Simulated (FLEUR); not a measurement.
**A series of single points on Fe**

System: Fe (Fmmm, 1 atom in the cell).
Method: Kohn-Sham DFT of a periodic cell, LDA, all-electron, spin-polarised (FLEUR MaX-R8.1 (later development tree)).

The 5 runs differ only in the geometry, by an even scaling of the cell at fixed fractional positions. The structure derives from a Materials Project entry.

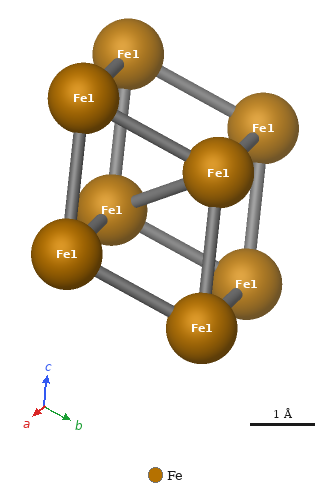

Figure 1. The structure of run 3 (ball-and-stick view of the reduced cell, seen slightly off an axis; atoms are numbered from 1 in the order of the input). An atom can appear more than once, as a periodic image.

## Input of run 3
```
<?xml version="1.0" encoding="UTF-8" standalone="no"?>
<fleurInput fleurInputVersion="0.39">
   <comment>
      Fe                                                                                                  
   </comment>
   <calculationSetup>
      <cutoffs Kmax="4.67" Gmax="14.5" GmaxXC="14.5" numbands="0"/>
      <scfLoop itmax="60" minDistance="0.00001" maxIterBroyd="15" imix="Anderson" alpha="0.05" precondParam="0.0" spinf="2.0" sdNocoIR="T"/>
      <coreElectrons ctail="T" frcor="F" kcrel="0" coretail_lmax="0"/>
      <xcFunctional name="vwn" relativisticCorrections="F"/>
      <magnetism jspins="2"/>
      <soc l_soc="F" theta="0.0" phi="0.0" spav="F"/>
      <expertModes spex="0" secvar="F"/>
      <geometryOptimization l_f="F" forcealpha="1.0" forcemix="BFGS" epsdisp="0.00001" epsforce="0.00001"/>
      <ldaU l_linMix="F" mixParam="0.05" spinf="1.0"/>
   </calculationSetup>
   <cell>
      <bzIntegration valenceElectrons="16.0" mode="hist" fermiSmearingEnergy="0.00183747">
         <kPointListSelection listName="default-1"/>
         <!-- k-points included here -->
         <xi:include xmlns:xi="http://www.w3.org/2001/XInclude" href="kpts.xml"> </xi:include>
      </bzIntegration>
      <!-- symmetry operations included here -->
      <xi:include xmlns:xi="http://www.w3.org/2001/XInclude" href="sym.xml"> </xi:include>
      <bulkLattice scale="1.0000000000">
         <bravaisMatrix>
            <row-1>    0.0000000000000000     3.6693562204995409     3.7135105627846330</row-1>
            <row-2>    2.8316406659360749     0.0000000000000000     3.7135105627846330</row-2>
            <row-3>    2.8316406659360749     3.6693562204995409     0.0000000000000000</row-3>
         </bravaisMatrix>
      </bulkLattice>
   </cell>
   <atomSpecies>
      <species name="Iron (Fe) 3.000" element="Fe" atomicNumber="26">
         <mtSphere radius="2.1" gridPoints="711" logIncrement="0.017"/>
         <atomicCutoffs lmax="9" lnonsphr="9"/>
         <electronConfig flipSpins="F">
            <coreConfig>(1s1/2) (2s1/2) (2p1/2) (2p3/2)</coreConfig>
            <valenceConfig>(3s1/2) (3p1/2) (3p3/2) (4s1/2) (3d3/2) (3d5/2)</valenceConfig>
            <stateOccupation state="(3d3/2)" spinUp="1.5" spinDown="0.9"/>
            <stateOccupation state="(3d5/2)" spinUp="3.0" spinDown="0.6"/>
         </electronConfig>
         <energyParameters s="4" p="4" d="3" f="4"/>
         <lo type="SCLO" l="0" n="3" eDeriv="0"/>
         <lo type="SCLO" l="1" n="3" eDeriv="0"/>
         <lo type="SCLO" l="1" n="3" eDeriv="1"/>
         <lo type="SCLO" l="2" n="3" eDeriv="2"/>
         <lo type="SCLO" l="3" n="4" eDeriv="2"/>
      </species>
   </atomSpecies>
   <atomGroups>
      <atomGroup species="Iron (Fe) 3.000">
         <relPos label="                   1">.0000000000 .0000000000 .0000000000</relPos>
         <force calculate="T" relaxXYZ="TTT"/>
      </atomGroup>
   </atomGroups>
   <output dos="F" band="F" slice="F">
      <checks vchk="F" cdinf="F"/>
      <bandDOS minEnergy="-.5*Htr" maxEnergy="0.5*Htr" sigma="0.015" storeEVData="T"/>
      <vacuumDOS vacdos="F" integ="F" star="F" nstars="0" locx1="0.0" locy1="0.0" locx2="0.0" locy2="0.0" nstm="0" tworkf="0.0"/>
      <unfoldingBand unfoldBand="F" supercellX="1" supercellY="1" supercellZ="1"/>
      <plotting iplot="0" polar="F">
         <plot TwoD="T" vec1="  1.0  0.0  0.0" vec2="  0.0  1.0  0.0" vec3="  0.0  0.0  1.0" zero="  0.0  0.0  0.0" file="plot"/>
      </plotting>
      <chargeDensitySlicing numkpt="0" minEigenval="0.0" maxEigenval="0.0" nnne="0" pallst="F"/>
      <specialOutput eonly="F"/>
      <moessbauerParams electricFieldGradient="T" isomerShift="T" coreHyperfine="T" valenceHyperfine="T"/>
      <magneticCircularDichroism mcd="F" energyLo="-10.0" energyUp="0.0"/>
   </output>
  <!-- We include the file relax.xml here to enable relaxations (see documentation) -->
  <xi:include xmlns:xi="http://www.w3.org/2001/XInclude" href="relax.xml"> <xi:fallback/> </xi:include>
</fleurInput>
```

Command:
```bash
inpgen -f crystal.txt -profile fastHighL; fleur_MPI
```

Lattice vectors (Å) and fractional positions of run 3:
```
   0.000000    1.941740    1.965105
   1.498440    0.000000    1.965105
   1.498440    1.941740    0.000000
Fe  0.000000  0.000000  0.000000
```

Run 4 has the same physical settings and fractional positions; its lattice vectors (Å) are:
```
   0.000000    1.967292    1.990965
   1.518158    0.000000    1.990965
   1.518158    1.967292    0.000000
```

## Results, with one run withheld

| run | volume per atom (Å³) | free energy per atom, from the lowest run given (meV) |
| --- | --- | --- |
| 1 | 10.749 | 0.00 |
| 2 | 10.978 | 14.21 |
| 3 | 11.435 | 58.95 |
| 4 | 11.893 | ? |
| 5 | 12.121 | 155.68 |

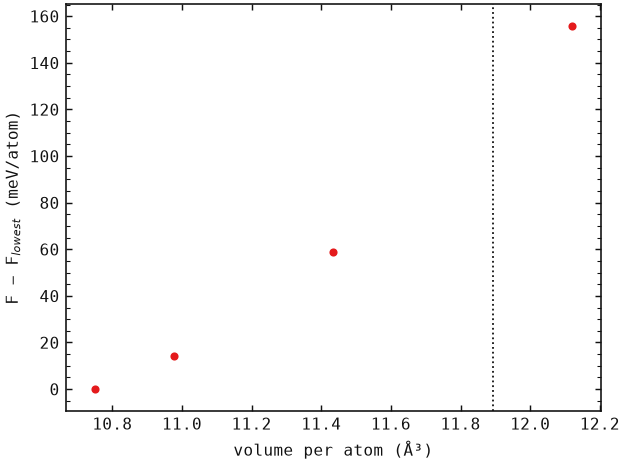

Figure 2. Free energy per atom of the runs given; the dotted line marks run 4.

Fit the runs given and predict run 4.

A quadratic polynomial in V^(−2/3) (the Birch–Murnaghan form), fitted to the 4 runs given, misses them by at most 0.28 meV per atom. With x = V^(−2/3) − 0.19857 Å⁻², it reads F = 43.925 − 9014.2 x + 3.6771e+05 x² (meV per atom). At run 4 it gives 120.01 meV per atom, and the run itself gives 120.30. The fit has no minimum inside this range.

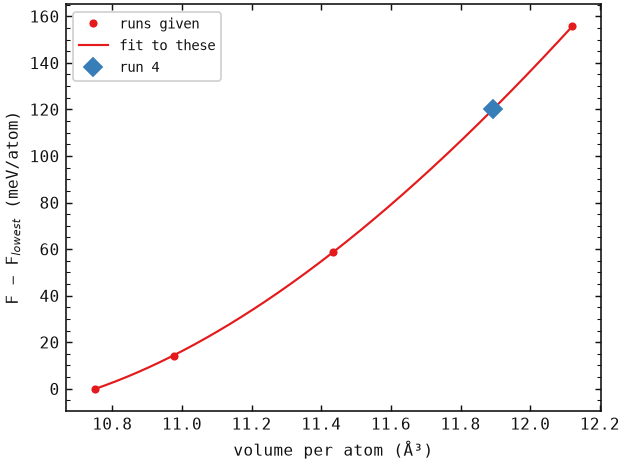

Figure 3. The fit and the withheld run.

## Output (run 4)
```
Welcome to FLEUR        (www.flapw.de)
      MaX-Release 8.1          (www.max-centre.eu)

 ========== k-point set info ==========
 Selected k-point list: default-1
 k-point list type: mesh
 13 x 13 x 13
 Number of k points: 343

 ------------Calculation Setup---------------------------
 Number of MPI-tasks      :            1
 Number of PE/node        :            1
 Number of OMP-threads    :            1
 Most efficient MPI parallelization for:
           1           7          49         343
 Additional eigenvalue parallelization possible
 Number of basis functions:          183
 Approximate size of matrices (H+S) per k-point:         0.000 GB
 --------------------------------------------------------

 Iteration:     1   Distance:      13.55628354 me/bohr^3

 Iteration:     2   Distance:      12.67554042 me/bohr^3

 Iteration:     3   Distance:       7.43039538 me/bohr^3

 Iteration:     4   Distance:       4.86411523 me/bohr^3

 Iteration:     5   Distance:       2.62432345 me/bohr^3

 Iteration:     6   Distance:       2.38277196 me/bohr^3

 Iteration:     7   Distance:       0.58942776 me/bohr^3

 Iteration:     8   Distance:       0.51292788 me/bohr^3

 Iteration:     9   Distance:       0.17109129 me/bohr^3

 Iteration:    10   Distance:       0.07575813 me/bohr^3

 Iteration:    11   Distance:       0.03592732 me/bohr^3

 Iteration:    12   Distance:       0.03175806 me/bohr^3

 Iteration:    13   Distance:       0.00563358 me/bohr^3

 Iteration:    14   Distance:       0.00183945 me/bohr^3

 Iteration:    15   Distance:       0.00131864 me/bohr^3

 Iteration:    16   Distance:       0.00133852 me/bohr^3

 Iteration:    17   Distance:       0.00137727 me/bohr^3

 Iteration:    18   Distance:       0.00047863 me/bohr^3

 Iteration:    19   Distance:       0.00013519 me/bohr^3

 Iteration:    20   Distance:       0.00004082 me/bohr^3

 Iteration:    21   Distance:       0.00002366 me/bohr^3

 Iteration:    22   Distance:       0.00000482 me/bohr^3

 ********************************************************************
 Run finished successfully
 Stop message:
   all done
 ********************************************************************
```
